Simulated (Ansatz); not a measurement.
A periodic structure is given below.

```xyz
8
Lattice="3.7991 0.0000 0.0000 0.0000 6.5670 0.0000 -0.2510 0.0000 6.1626" Properties=species:S:1:pos:R:3 pbc="T T T"
Si    1.9264    5.2526    1.9137
Si    1.6187    1.3144    5.1048
Si    1.6218    5.2526    4.2489
Si    1.9294    1.3144    1.0578
Si    0.0268    1.9691    1.9137
Si    3.5183    4.5979    5.1048
Si    3.5213    1.9691    4.2489
Si    0.0298    4.5979    1.0578
```

Summarise the structure in words.

The element is silicon. The structure has C2 (No. 5) symmetry and a base-centred monoclinic lattice. The cell holds eight atoms. Si bonds to three Si at 2.12 to 2.35 Å. The bonds build Si layers parallel to (010).

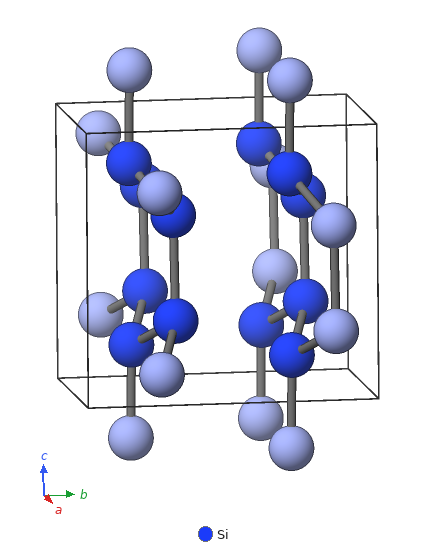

View slightly off an axis, drawn as a ball-and-stick model. The parallelepiped is the conventional unit cell. The bonded neighbours beyond the faces are included, in fainter colours. Colours: silicon blue.

It goes back to a structure listed in the Materials Project. The cell was then strained or its atoms displaced on purpose. It went into a calculation with Ansatz.

At this level of theory the cell isn't at rest (compressed, at 10 GPa and forces up to 2.4 eV/Å), so its distances can differ from those at equilibrium, the more so the softer the solid.
